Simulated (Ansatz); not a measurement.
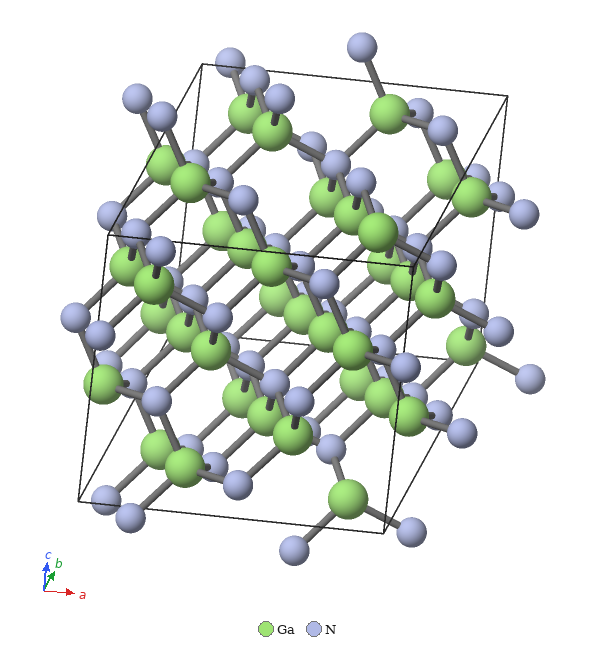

The image is a ball-and-stick drawing of a crystal, viewed from a general direction. Thin lines show the simulation cell, with boundary atoms drawn in all their periodic places. Some neighbours outside the box are added. Cell: a = 8.302 Å, b = 8.302 Å, c = 8.302 Å, α = 84.36°, β = 84.36°, γ = 84.36°.

Caption:

The stoichiometry is Ga$_{24}$N$_{23}$. The lattice is rhombohedral (trigonal R) and the space group R3 (No. 146). Content of the cell: 24 Ga, 23 N (Z = 1). Each N atom is coordinated by four Ga in a tetrahedral arrangement at about 2.0 Å. Counting contacts within bonding distance, the coordination numbers are Ga 3 to 4 (mean 3.8). The bonds build a three-dimensional framework.

The structure comes from a structure listed in the Materials Project, repeated into a supercell with a point defect put in. The atoms were relaxed in a fixed cell with DFT PBE, scalar-relativistic, plane waves, PAW (Ansatz).
